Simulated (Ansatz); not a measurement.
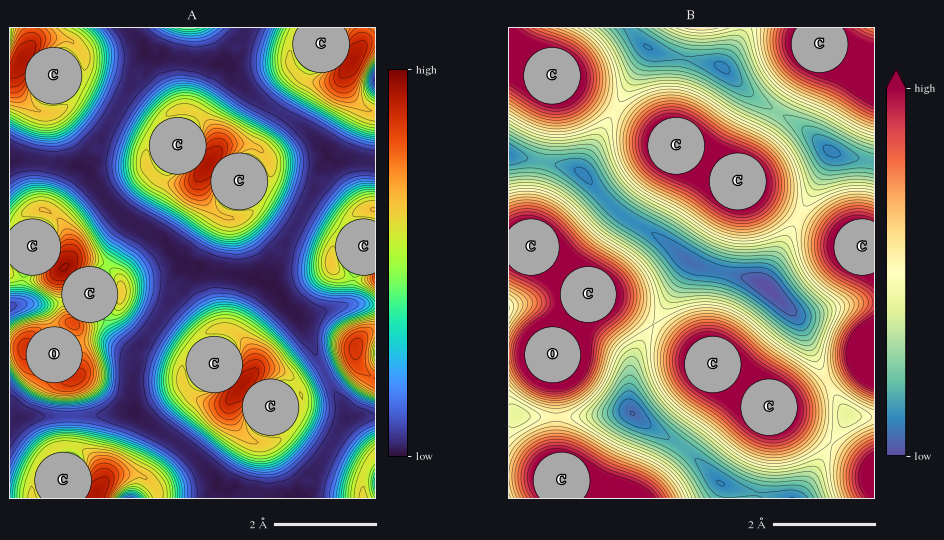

C₃₂O (cell with a defect): 2 fields on the (011̄) plane of the calculation cell, with unlabelled colour scales. Grey discs cover the atomic cores.

The calculation used DFT PBE+D3(BJ), scalar-relativistic, plane waves, PAW in Ansatz.

Q: Match the panels to the quantities (electron localisation function and valence pseudo-density).

A: Panel A: electron localisation function. Panel B: valence pseudo-density. From the grid: C–O (1.40 Å): ρ at the midpoint is about 2.1 e/Å³; the ELF peaks at about 0.85 between the atoms (a shared but strongly polarised pair). C–C (1.42 Å): ρ is about 2 e/Å³ halfway; the ELF peaks at about 0.95 between the atoms (localised, covalent bonding).
